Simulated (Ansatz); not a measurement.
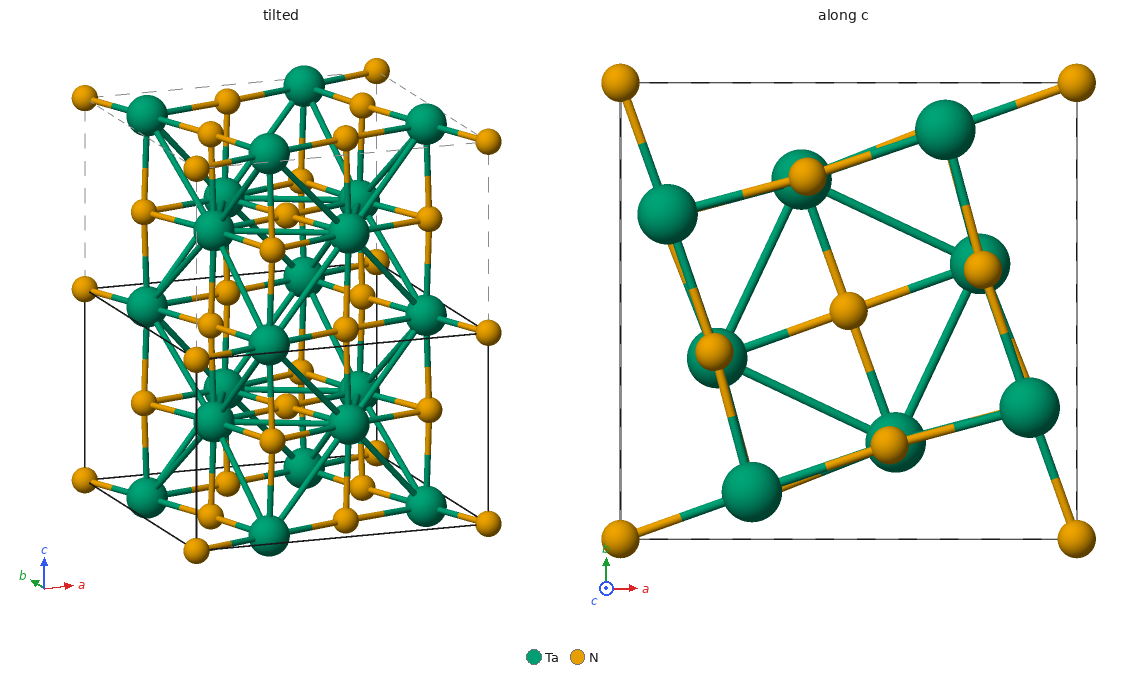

This ball-and-stick model is shown slightly off an axis and along the c axis. A 1×1×2 array of cells is drawn; the conventional unit cell has the solid edges.

- Chemical formula Ta4N5.
- The symmetry is that of I4/m (No. 87), on a body-centred tetragonal lattice.
- It has 18 atoms to the cell (8 Ta, 10 N).
- Counting contacts within bonding distance, the coordination numbers are Ta 15 and N 4 to 5 (mean 4.8).

Provenance: a structure listed in the Materials Project. It was relaxed at fixed volume with DFT PBEsol, scalar-relativistic, plane waves, PAW in Ansatz.

At this level of theory the run's own cell isn't at rest (compressed, at 52 GPa), so its distances can differ from those at equilibrium, the more so the softer the solid.
